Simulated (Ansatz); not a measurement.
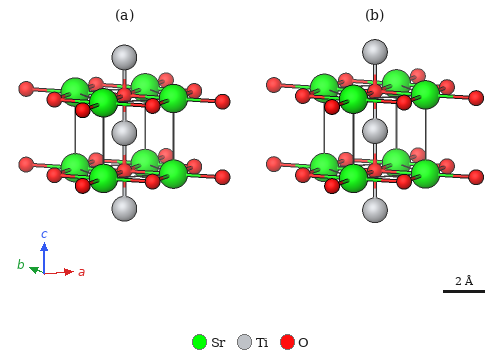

The structure of solid SrTiO (a generated structure, set up in P4/mmm) (coarse preliminary run) before (left) and after (right) a relaxation, at one scale.

The picture is a ball-and-stick view of the cell of the calculation, seen slightly off an axis.

Level of theory: DFT PBE, scalar-relativistic, plane waves, PAW (Ansatz).

Input
```yaml
crystal:
  lattice:
    - [3.7292651, 0.0, 0.0]
    - [0.0, 3.7292651, 0.0]
    - [0.0, 0.0, 3.78276019]
  atoms:
    - { symbol: Sr, position: [0.0, 0.0, 0.0] }
    - { symbol: Ti, position: [0.5, 0.5, 0.5], spin: 1.0 }
    - { symbol: O, position: [0.5, 0.5, 0.0] }
basis:
  ecutwfc: 420
kpoints:
  mp_grid: { grid: [6, 6, 6] }
hamiltonian:
  xc: pbe
scf:
  occupations: { method: gaussian, width: 0.1 }
  lower_state_search: "off"
output:
  forces: true
  stress: true
  eigenvalues: true
  populations: true
magnetization:
  spin_polarized: true
relax:
  adjacent_minimum: "off"
  f_tol: 0.04
  max_steps: 70
  cell: { stress_tol: 0.4 }
```

Command:
```bash
ansatz run input.yaml --threads 1 --pin off --max-ram 2560MiB --backend cpu --events-out ev --progress --plain --runs-dir out
```

Q: Describe what moved and what it gained.

A: The atoms keep their places relative to the cell (all moves are under 0.005 Å). The drawn cell changes as follows: a = b 3.729 → 3.841 Å (+3.0 %), c 3.783 → 3.958 Å (+4.6 %); the volume changes by +11.0 %. Among the contacts that change: Sr1–Ti2 3.245 → 3.361 Å, Ti2–O3 1.891 → 1.979 Å, Sr1–O3 2.637 → 2.716 Å. The space group stays P4/mmm (No. 123). After 3 accepted moves (4 points after the start) the energy has fallen by 68.3 meV per atom. All forces vanish by symmetry, so only the cell relaxes. The pressure goes from 10.92 to 0.20 GPa. The SCF was repeated once at an unchanged geometry on a basis and grid sized afresh for the cell, which shifted the energy by 4.8 meV per atom at most.
